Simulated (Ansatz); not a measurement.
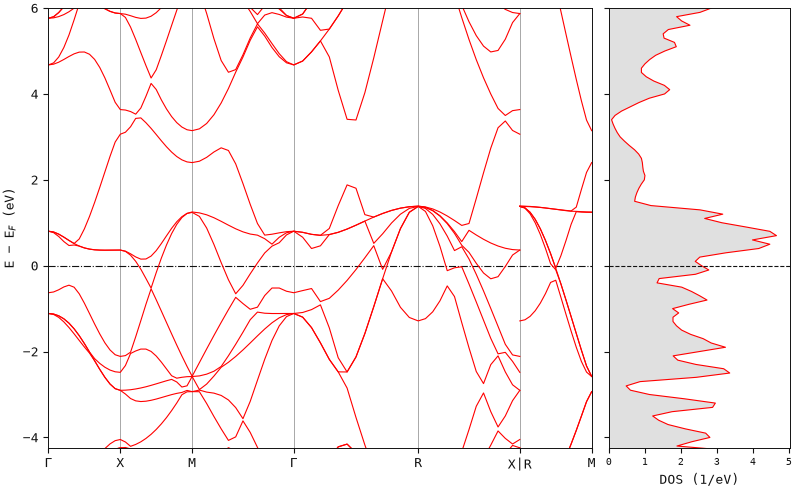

Band structure and density of states. Energies are counted from the Fermi level.

Q: Which system does the plot belong to?
A. MgSe₃, space group Pm-3m (No. 221), 4 atoms in the cell; PBE
B. Y₃N₂, space group P6/mmm (No. 191), 5 atoms in the cell; PBE
C. SiC₄, space group Im-3m, 5 atoms in the cell; PBE

A: A. A metal: 3 bands cross the Fermi level along this path. Bands cross the Fermi level on X–M, M–Γ, Γ–R, R–X and R–M, and not on Γ–X. At M the nearest levels lie 2.58 eV below and 1.24 eV above the Fermi level. A simple cubic lattice: the path Γ–X–M–Γ–R–X|R–M runs through the special points of its Brillouin zone.

Computed with Ansatz: DFT PBE, scalar-relativistic, plane waves, PAW, no spin polarisation, 10×10×10 k mesh, 420 eV cutoff, Gaussian smearing of 0.1 eV.

The structure is an invented one, so it need not be a known or stable phase.
